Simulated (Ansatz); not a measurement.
Input file:

```
crystal:
  periodic: [false, false, false]
  atoms:
    - {symbol: C, position_ang: [-1.832106, -0.177424, -0.722744]}
    - {symbol: C, position_ang: [-0.348028, 0.075143, -0.504156]}
    - {symbol: C, position_ang: [0.435223, 0.118567, -1.806082]}
    - {symbol: S, position_ang: [2.202733, 0.500817, -1.613467]}
    - {symbol: H, position_ang: [-2.006554, -1.134934, -1.239354]}
    - {symbol: H, position_ang: [-2.287614, 0.616485, -1.336158]}
    - {symbol: H, position_ang: [-2.376762, -0.211925, 0.232685]}
    - {symbol: H, position_ang: [-0.192588, 1.024251, 0.034637]}
    - {symbol: H, position_ang: [0.075148, -0.712581, 0.143288]}
    - {symbol: H, position_ang: [0.322112, -0.821346, -2.370071]}
    - {symbol: H, position_ang: [0.054204, 0.921457, -2.458214]}
    - {symbol: H, position_ang: [2.524700, -0.606140, -0.909218]}
basis:
  gaussian:
    orbitals: def2-TZVPD
output: {forces: true, orbitals: {seedname: orbitals}}
hamiltonian:
  xc: {name: PBE0}
total_charge: 0
```

Launched as:

```sh
ansatz run input.yaml --threads 2 --pin off --max-ram 4350MiB --events-out events.jsonl --progress --plain --runs-dir runs
```

Geometry: PBE0-D3(BJ)/def2-SVP.

The calculation used Ansatz, isolated molecule in a Gaussian basis; Kohn-Sham density functional theory, functional PBE0.

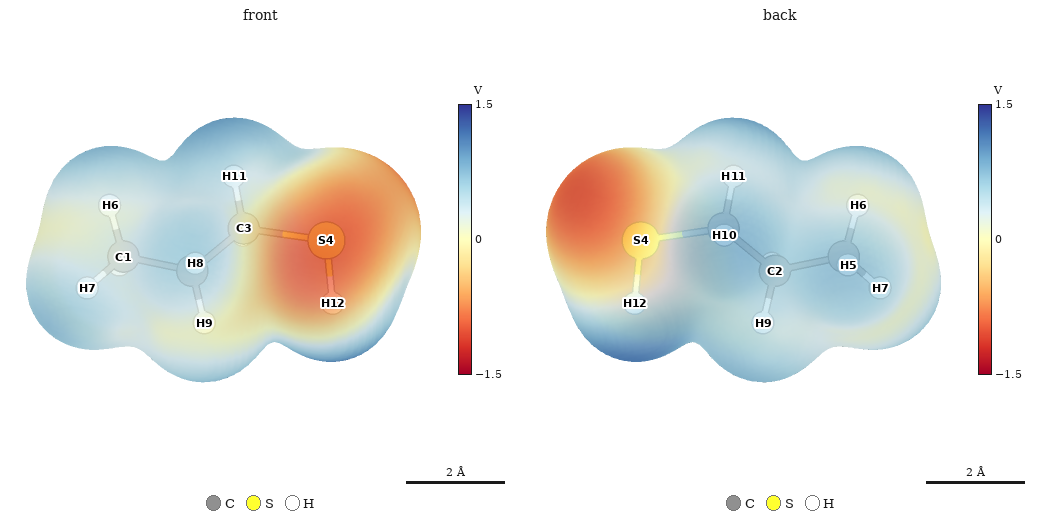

C₃H₈S (SMILES CCCS). The electrostatic potential painted on the density surface at 0.002 e/bohr³, seen from the front and from behind; red is negative and blue positive.

### Which sites attract a positive test charge, and which a negative one?

A positive charge is drawn to the negative regions and a negative charge to the positive ones. The most negative region (about −1.1 V) lies over S4, the most positive (about +1.1 V) over H12.

### How polar is the molecule by this calculation?

Its dipole moment is 1.75 D.
